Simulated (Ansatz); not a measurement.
The compound is Si₃C (space group Pmn2_1, No. 31), taken as coordinates from a relaxation with DFT PBE, scalar-relativistic, plane waves, PAW (Ansatz).

```cif
data_structure
_symmetry_space_group_name_H-M 'Pmn2_1'
_symmetry_Int_Tables_number 31
_cell_length_a 3.3197
_cell_length_b 6.2876
_cell_length_c 5.5664
_cell_angle_alpha 90.000
_cell_angle_beta 90.000
_cell_angle_gamma 90.000
_cell_volume 116.19
loop_
_atom_site_label
_atom_site_type_symbol
_atom_site_symmetry_multiplicity
_atom_site_Wyckoff_symbol
_atom_site_fract_x
_atom_site_fract_y
_atom_site_fract_z
_atom_site_occupancy
Si1 Si 2 a 0.00000 0.43890 0.91094 1
Si2 Si 2 a 0.50000 0.85200 0.96840 1
C1 C 2 a 0.00000 0.44331 0.55706 1
Si3 Si 2 a 0.50000 0.91024 0.56360 1
```

Bonds are taken as C–Si below 2.2 Å and Si–Si below 2.6 Å; no other contact counts. The graph is simplified in the usual way: terminal and isolated atoms are pruned, two-connected atoms become edges.

What net does this leave?

The result is a uninodal 4-connected, three-periodic net: Si and C are 4-connected nodes. It is the lon net, known from lonsdaleite, wurtzite and tridymite. It is a single net, without interpenetration.

```csv
node,links,point symbol,coordination sequence
Si and C,4,6⁶,4 12 25 44
```

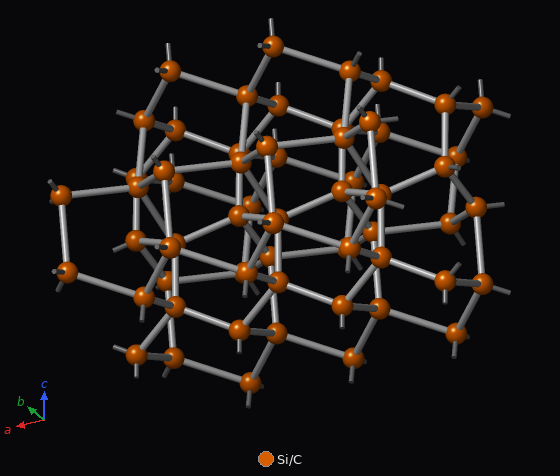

Nodes are coloured by topological kind. Short stubs are edges that leave the cut-out.
